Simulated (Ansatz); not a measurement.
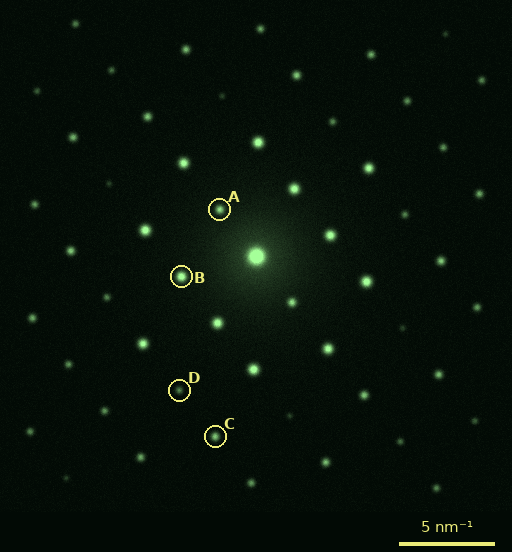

Kinematic zone-axis pattern, calculated for 120 keV electrons with B = 1 Å². The zone axis points towards the electron source and the pattern is seen from the source side.

The sample is Ir, space group Cmcm (No. 63), a = 2.65 Å, b = 6.45 Å, c = 3.57 Å. Structure: the input geometry of an electronic-structure calculation (not necessarily at equilibrium); the starting structure was generated, so it need not be a known form of this composition.

```
Ir
1.0
     2.65169    0.00000    0.00000
     0.00000    6.44917    0.00000
     0.00000    0.00000    3.57423
Ir
4
Direct
  0.50000 0.85252 0.75000
  0.00000 0.64748 0.25000
  0.00000 0.35252 0.75000
  0.50000 0.14748 0.25000
```

Spot A is indexed 0 -2 0 and spot B 1 -1 0.

Question: What are the indices of the remaining marked spots?

Answer: C = −3A + 2B = 2 4 0 (d = 1.024 Å). D = −2A + 2B = 2 2 0 (d = 1.226 Å).

Question: Find the zone axis.

Answer: The cross product of A and B is parallel to [001]; every spot obeys hu + kv + lw = 0.
